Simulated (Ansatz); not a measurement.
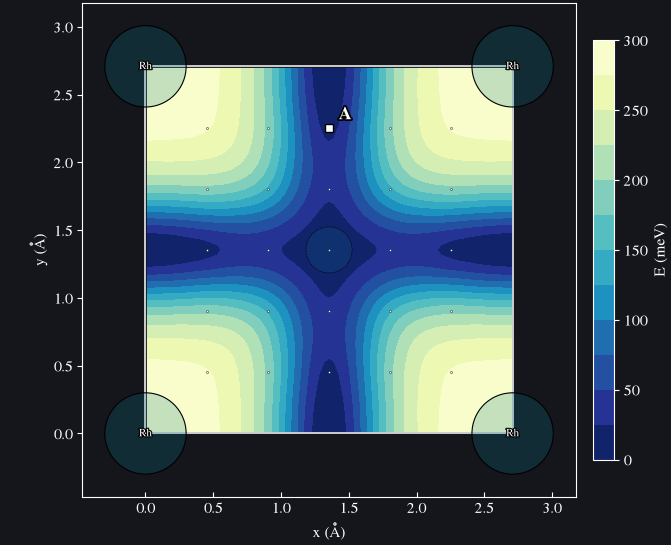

H on a Rh(100) slab cut from the Fm-3m phase, its upper half relaxed before the scan (12 atoms of substrate and one adsorbate in a 2 × 2 cell). H is moved over the surface cell; relaxed at each place: the height of the adsorbate's atoms; substrate rigid; the origin of the map has the adsorbate above Rh9. Places are given modulo a cell vector. The map is drawn in real space over the plane of the surface. The grid has 6 × 6 points; 10 points were computed and 26 follow by symmetry. Places are given in fractions of the 1 × 1 surface cell. All energies are given in meV relative to the lowest grid point. Level of theory: DFT PBE, scalar-relativistic, plane waves, PAW (Ansatz 0.2.0). Settings: cutoff 420 eV, k-mesh 5×5×1, gaussian smearing 0.1 eV, no spin polarisation.

Drawn: filled contours, dots at the grid points, labelled circles for the atoms of the top layer and small ones for the second layer, the outline of one cell of the plane, the point A. Between grid points the surface is interpolated.

Question: Is A at rest? If not, where is it pushed?

Answer: A, at (3/6, 5/6) of the cell vectors, is not a stationary point. The computed force is 0.06 eV/Å in the plane, pointing up in the picture (components 0.000 and 0.060 eV/Å).

PAW datasets: the set soft_1.
